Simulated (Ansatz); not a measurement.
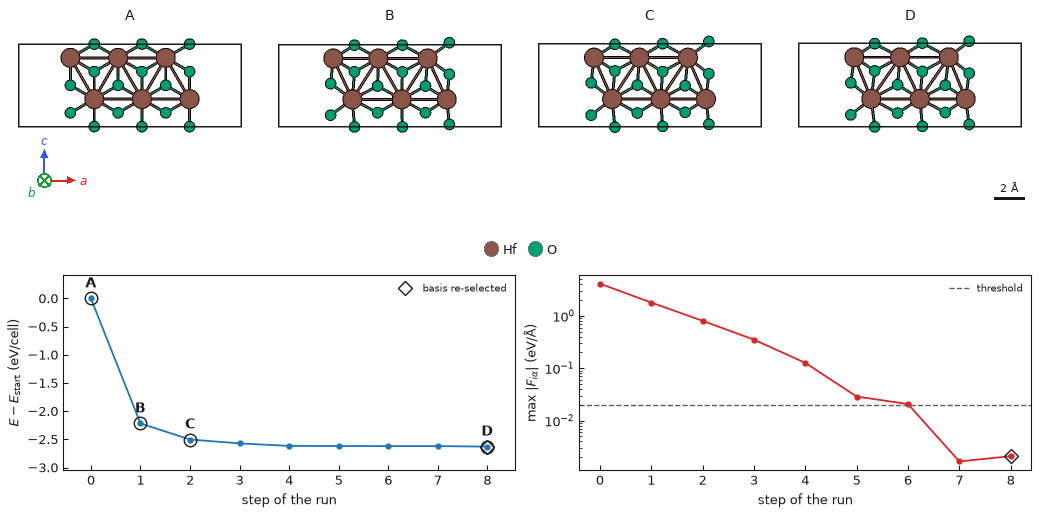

Frames of a relaxation of a wire of composition HfO2, marked on the history of the run. A ball-and-stick model of the cell of the calculation, with the vacuum cut short, seen along the b axis.

Case: armchair ribbon, 6 formula units a period.

These are results of DFT PBEsol, scalar-relativistic, plane waves, PAW in Ansatz 0.2.0, not measurements. Settings: plane-wave cutoff 420 eV; k-point mesh 1 × 1 × 6; occupations gaussian; smearing width 0.05 eV; no spin polarisation; cell relaxed at fixed a, b, alpha, beta, gamma; force threshold 0.02 eV/Å; at most 45 steps.

**Describe the path.**

The largest moves relative to the layer's centre, 0.26 Å, are those of Hf atoms. By element the largest moves are Hf 0.26 Å, O 0.15 Å. Along the periodic axis the drawn cell goes c 5.575 → 5.622 Å (+0.8 %). Near-neighbour distances that change, for instance: Hf–Hf 3.219 → 3.421 Å, Hf–Hf 3.219 → 3.035 Å, Hf–O 2.094 → 1.944 Å, Hf–O 2.094 → 2.230 Å. Among the angles between lasting bonds that change: Hf–O–Hf 100.4° → 95.2°, Hf–O–Hf 100.4° → 104.7°, Hf–O–Hf 100.4° → 96.4°. The energy falls by 2.629 eV per cell of the calculation in 7 accepted moves (8 points after the start). The largest force component goes from 4.1 to 0.0021 eV/Å. The SCF was repeated once at an unchanged geometry on a basis and grid sized afresh for the cell, which shifted the energy by 9.6 meV per cell of the calculation at most. From step 0 to 1: Hf atoms move most (0.19 Å), energy −2.218 eV per cell of the calculation. From step 1 to 2: Hf atoms move most (0.07 Å), energy −0.285 eV per cell of the calculation. From step 2 to 8: Hf atoms move most (0.06 Å), energy −0.126 eV per cell of the calculation.
